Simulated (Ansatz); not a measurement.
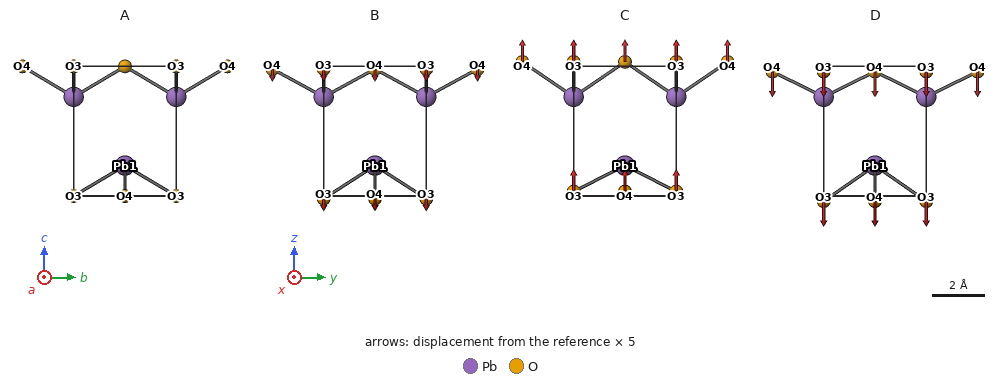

Crystalline PbO (P4/nmm): the whole O sublattice is shifted rigidly, along Cartesian [0 0 1], all else fixed. The picture is a ball-and-stick view of the cell of the calculation, seen along the a axis. Red arrows: displacements from the reference.

Computed with DFT PBE, scalar-relativistic, plane waves, PAW (Ansatz). Settings: plane-wave cutoff 420 eV; k-point mesh 8 × 8 × 6; occupations gaussian; smearing width 0.05 eV; no spin polarisation. Energies (free energies at the smearing named) are counted from the cell as listed in its source, which wasn't relaxed.

Q: Order these geometries by energy, lowest first.

A: Lowest first: A (the displacement 0.00 Å, 0 meV/cell), B (the displacement −0.10 Å, 86 meV/cell), C (the displacement 0.175 Å, 259 meV/cell), D (the displacement −0.20 Å, 337 meV/cell). Over the whole scan: the lowest computed point lies at the displacement 0.00 Å (0 meV/cell). The end points stand at 337 meV/cell (−0.20 Å) and 337 meV/cell (0.20 Å). The curvature at zero is about 17 eV/Å² per cell. The well is symmetric. At the highest point the shortest interatomic distance is 2.22 Å, against 2.31 Å in the reference. The distortion takes the space group from P4/nmm to P4mm.

Limits of the set-up: layers or molecules are held without a dispersion correction, so their spacing is unreliable.
